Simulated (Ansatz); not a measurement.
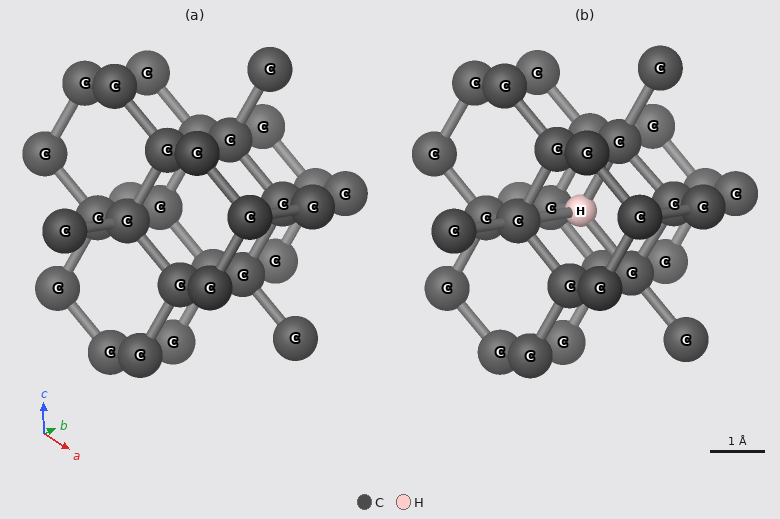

Left: perfect C. Right: the same region with one point defect, after relaxing the atoms in a supercell of 128 sites. A ball-and-stick model of the atoms within 3.8 Å of one point, seen slightly off an axis.

Level of theory: Ansatz, DFT, PBEsol, PAW, plane waves. (plane-wave cutoff 420 eV; k-point mesh 1 × 1 × 1; mesh shifted by (0.25, 0.25, 0.25); no spin polarisation) Fermi-Dirac smearing of 0.01 eV. A uniform background neutralises the charged cell. The axes drawn are those of the host's conventional cell.

### What kind of defect was made?

An extra hydrogen atom is put between the host's atoms (an interstitial).

The charge state of the cell is −1.

### How does the lattice respond?

The H atom starts with 10 C at 1.54 to 1.78 Å around its place and ends with 4 C at 1.49 to 1.54 Å. Of the host's atoms, a carbon atom moves furthest from its site, by 0.04 Å. The H atom itself moves 0.07 Å from where it was put.

Limits of the set-up: the cell is charged, on a uniform background, and energies carry no finite-size correction.
